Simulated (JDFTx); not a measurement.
**A series of single points on AlNi**

System: AlNi (Pm-3m, 2 atoms in the cell).
Method: Kohn-Sham DFT of a periodic cell, RPBE, PseudoDojo-SR-PBE-0.5-standard, spin-polarised (JDFTx 1.7.0 (patched build)).

The 7 runs differ only in the geometry, by an even scaling of the cell at fixed fractional positions. The structure derives from an entry of the Crystallography Open Database.

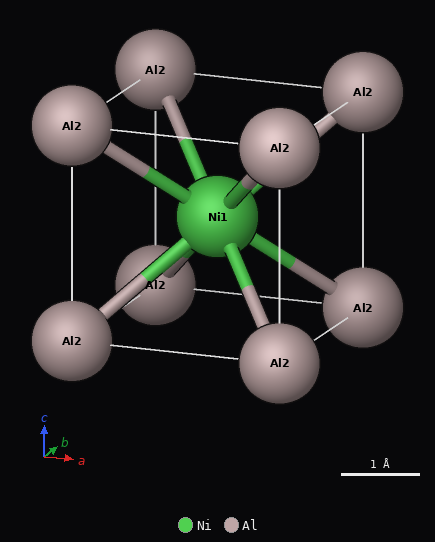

Figure 1. The structure of run 4 (ball-and-stick view of the cell of the calculation, seen slightly off an axis; atoms are numbered from 1 in the order of the input). An atom can appear more than once, as a periodic image.

**Input of run 4**
```
lattice \
    5.4443009650     0.0000000000     0.0000000000 \
    0.0000000000     5.4443009650     0.0000000000 \
    0.0000000000     0.0000000000     5.4443009650
coords-type Lattice
ion Ni     0.5000000000     0.5000000000     0.5000000000 1
ion Al     0.0000000000     0.0000000000     0.0000000000 1

ion-species pseudo/Ni.upf
ion-species pseudo/Al.upf
elec-cutoff 49 392
elec-ex-corr gga-x-rpbe gga-c-pbe
kpoint-folding 9 9 9
elec-smearing Fermi 0.0018374661
elec-n-bands 17
spintype z-spin
initial-magnetic-moments Ni 1
elec-initial-magnetization 1 no
electronic-SCF nIterations 100 energyDiffThreshold 1e-09
electronic-minimize nIterations 30 energyDiffThreshold 1e-7
forces-output-coords Cartesian

dump-name run.$VAR
dump End Ecomponents EigStats BandEigs Kpoints Forces Stress ElecDensity Dtot
```

Command:
```bash
jdftx -c 1 -i AlNi.in -o AlNi.out
```

Run 6 differs from it as follows:
```diff
-    5.4443009650     0.0000000000     0.0000000000 \
-    0.0000000000     5.4443009650     0.0000000000 \
-    0.0000000000     0.0000000000     5.4443009650
+    5.5159447200     0.0000000000     0.0000000000 \
+    0.0000000000     5.5159447200     0.0000000000 \
+    0.0000000000     0.0000000000     5.5159447200
```

**Results, with one run withheld**

| run | volume per atom (Å³) | free energy per atom, from the lowest run given (meV) | pressure (GPa) |
| --- | --- | --- | --- |
| 1 | 11.239 | 50.06 | 16.64 |
| 2 | 11.478 | 28.61 | 12.13 |
| 3 | 11.717 | 13.72 | 8.12 |
| 4 | 11.956 | 4.30 | 4.52 |
| 5 | 12.196 | 0.00 | 1.25 |
| 6 | 12.435 | ? | ? |
| 7 | 12.674 | 4.75 | −4.26 |

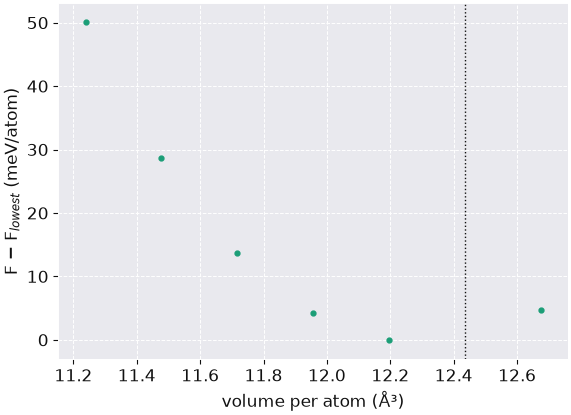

Figure 2. Free energy per atom of the runs given; the dotted line marks run 6.

Estimate the energy of run 6 from the others.

A cubic polynomial in V^(−2/3) (the Birch–Murnaghan form), fitted to the 6 runs given, misses them by at most 0.07 meV per atom. With x = V^(−2/3) − 0.19227 Å⁻², it reads F = 7.3653 + 3397.3 x + 3.7561e+05 x² + 5.6974e+05 x³ (meV per atom). At run 6 it gives 0.34 meV per atom, and the run itself gives 0.31. The slope of the fit gives a pressure −dF/dV of −1.63 GPa there, and the run prints −1.66 GPa. The fit has its minimum at 12.297 Å³ per atom, where V d²F/dV² gives 150 GPa: the bulk modulus at this level, since symmetry fixes the shape and the positions.

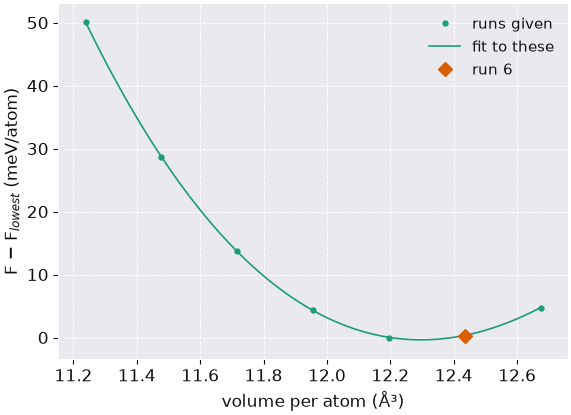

Figure 3. The fit and the withheld run.

**Some lines of the output (run 6)**
```
[...]
unit cell volume = 167.826
     Etot =     -166.2770408623634921
        F =     -166.2773071117785264
	HOMO-LUMO gap: +0.003555
	Optical gap  : +0.037199 at state 68 ( [ +0.333333 +0.444444 +0.444444 ] spin -1 )
```
